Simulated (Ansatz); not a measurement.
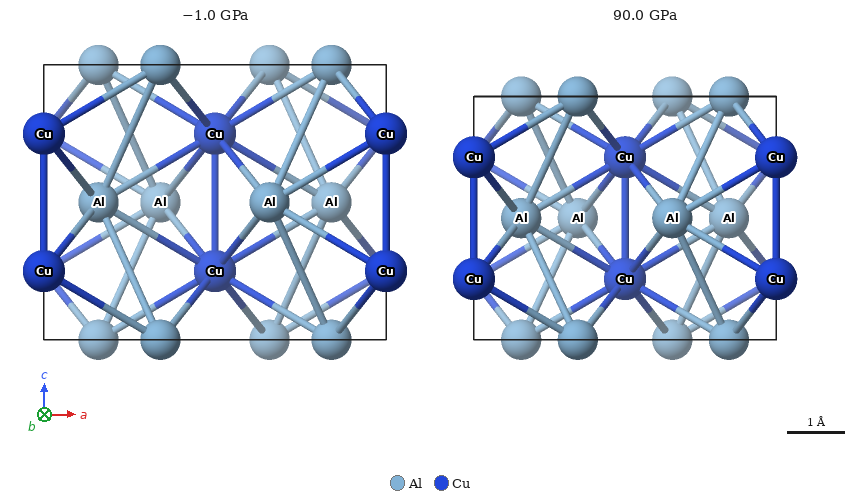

Crystalline Al₂Cu (set up in I4/mcm), relaxed (cell and atoms) at several target pressures. The picture shows the first and the last member. The picture is a ball-and-stick view of the conventional cell (2 times the calculation's cell), seen along the b axis. Lengths and directions refer to the drawn axes.

Computed with Ansatz 0.2.0: DFT r2SCAN, scalar-relativistic, plane waves, PAW. Set-up: plane-wave cutoff 500 eV; k-point mesh 10 × 10 × 10; occupations gaussian; smearing width 0.1 eV; no spin polarisation; cell and atoms relaxed; force threshold 0.008 eV/Å.

| pressure (GPa) | volume (Å³/atom) | a (Å) | c (Å) |
| --- | --- | --- | --- |
| −1.0 | 14.531 | 6.010 | 4.828 |
| 0.0 | 14.392 | 5.991 | 4.812 |
| 1.0 | ? | ? | ? |
| 4.0 | 13.931 | 5.926 | 4.760 |
| 12.0 | 13.206 | 5.825 | 4.671 |
| 25.0 | 12.327 | 5.693 | 4.564 |
| 50.0 | 11.190 | 5.511 | 4.421 |
| 90.0 | 10.036 | 5.309 | 4.273 |

**Fill in the missing row.**

Murnaghan's form V = V₀(1 + B′P/B₀)^(−1/B′), with V₀ = 14.392 Å³ from the row at zero pressure, fits the other rows with B₀ = 119 GPa and B′ = 3.72 (largest miss 0.016 Å³). At 1.0 GPa it gives 14.392 × (1 + 3.72 × 1.0/119)^(−1/3.72) = 14.273 Å³ per atom. The calculation gives 14.269 Å³/atom (a = 5.974 Å, c = 4.798 Å). The estimate is 0.004 Å³/atom too high. From the first member to the last: Al–Al 2.711 → 2.349 Å, Al–Al 2.862 → 2.557 Å, Al–Cu 2.562 → 2.271 Å.

The whole series:

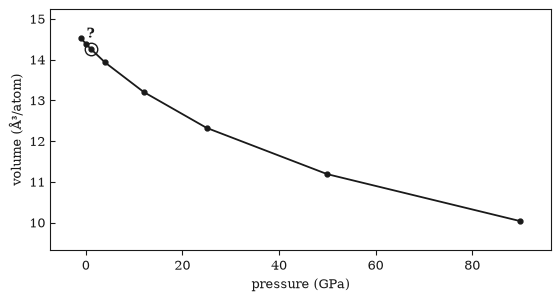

Each member starts from this one structure; whether another phase lies lower wasn't checked.
